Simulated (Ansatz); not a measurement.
**Ge₉Se₇ (cell with a defect): density, localisation and related maps**

```cif
data_structure
_symmetry_space_group_name_H-M 'P 1'
_symmetry_Int_Tables_number 1
_cell_length_a 5.8867
_cell_length_b 5.8867
_cell_length_c 10.9599
_cell_angle_alpha 90.000
_cell_angle_beta 90.000
_cell_angle_gamma 97.625
_cell_volume 376.44
loop_
_atom_site_label
_atom_site_type_symbol
_atom_site_fract_x
_atom_site_fract_y
_atom_site_fract_z
_atom_site_occupancy
Ge1 Ge 0.92854 0.82342 0.12289 1
Ge2 Ge 0.43428 0.31798 0.12465 1
Ge3 Ge 0.06207 0.68969 0.60750 1
Ge4 Ge 0.57442 0.17819 0.62487 1
Ge5 Ge 0.93666 0.32301 0.37555 1
Ge6 Ge 0.42867 0.81534 0.37559 1
Ge7 Ge 0.06161 0.17201 0.88181 1
Ge8 Ge 0.58177 0.69055 0.88135 1
Ge9 Ge 0.13673 0.61683 0.84157 1
Se1 Se 0.63079 0.12128 0.85998 1
Se2 Se 0.87464 0.87728 0.35922 1
Se3 Se 0.38233 0.36962 0.35832 1
Se4 Se 0.13100 0.12994 0.64963 1
Se5 Se 0.62171 0.62142 0.64943 1
Se6 Se 0.88288 0.37863 0.14101 1
Se7 Se 0.37354 0.86937 0.14094 1
```

Level of theory: DFT PBE+D3(BJ), scalar-relativistic, plane waves, PAW (Ansatz).

In a PAW calculation such maps are meaningful between the atoms, not at the nuclei.

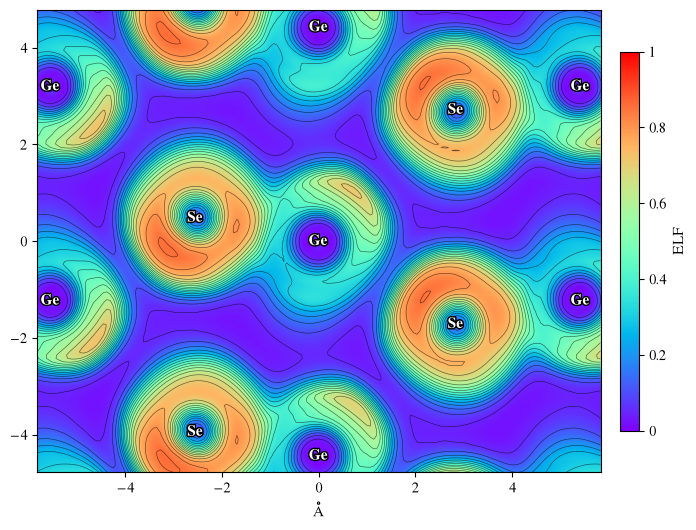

Figure 1. Electron localisation function on the (110) plane of the calculation cell.

> Read the bonding off the picture.

The plane passes through Ge and Se nuclei. Ge–Se (2.59 Å): the ELF is about 0.65 at the midpoint. Ge–Se (2.62 Å): the ELF is about 0.65 at the midpoint. The ELF also peaks beside Se, away from the bonds: lone-pair regions.

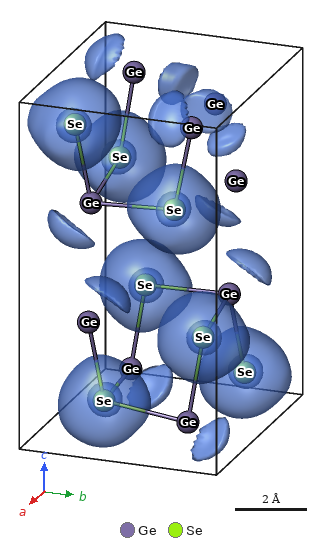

Figure 2. Isosurface of the electron localisation function at 0.6 (blue), seen at an oblique angle. Core shells and regions of very low density are left out. Sticks mark near contacts.

> Identify the bonds, lone pairs and shells in this picture.

At this value the surface marks out three regions between bonded Ge–Ge atoms (shared pairs), seven regions on Se in which the atom's valence shell and bonds are merged and eight lobes on Ge, pointing away from the bonds (lone pairs), counted in one cell of 16 atoms. Regions shared between cells count once.


Ge–Se (2.52 Å): the ELF is about 0.70 at the midpoint.

> Does the calculation make it a metal, or give it a gap?

It is gapped, with a Kohn–Sham gap of 0.48 eV on the k-point mesh (the band edges may lie off the mesh, which would make the gap smaller).
